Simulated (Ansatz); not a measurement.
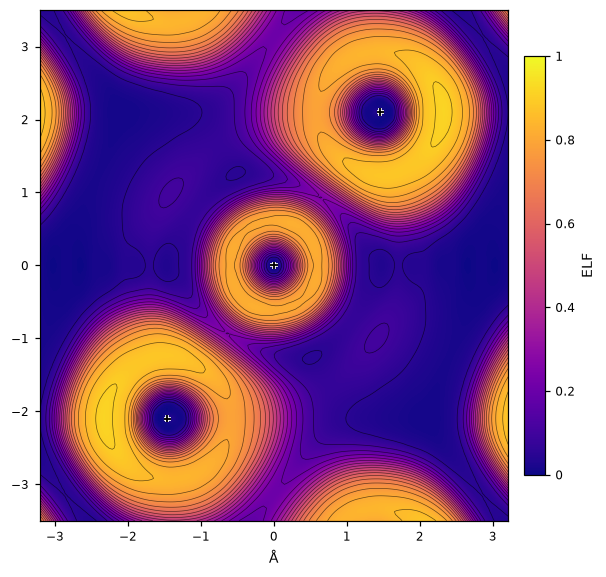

The electron localisation function on a plane through atoms (crosses mark nuclei in the plane).

Level of theory: DFT PBE+D3(BJ), scalar-relativistic, plane waves, PAW in Ansatz.

Candidates:
A. PbSe, a = 6.13 Å, b = 6.13 Å, c = 6.13 Å, α = 90.00°, β = 90.00°, γ = 90.00°. Space group Fm-3m.
B. ZrS₂, a = 3.64 Å, b = 3.64 Å, c = 5.72 Å, α = 90.00°, β = 90.00°, γ = 120.00°. Space group P-3m1; a structure from a database of computed crystals, not necessarily the ambient phase.

Which candidate gave the map?

Candidate B: ZrS₂ on the (110) plane of the conventional cell, which holds Zr and S. Zr–S (2.56 Å): the ELF peaks at about 0.85 in the valence shell of S, 0.8 Å from its nucleus, and is about 0.40 at the midpoint.
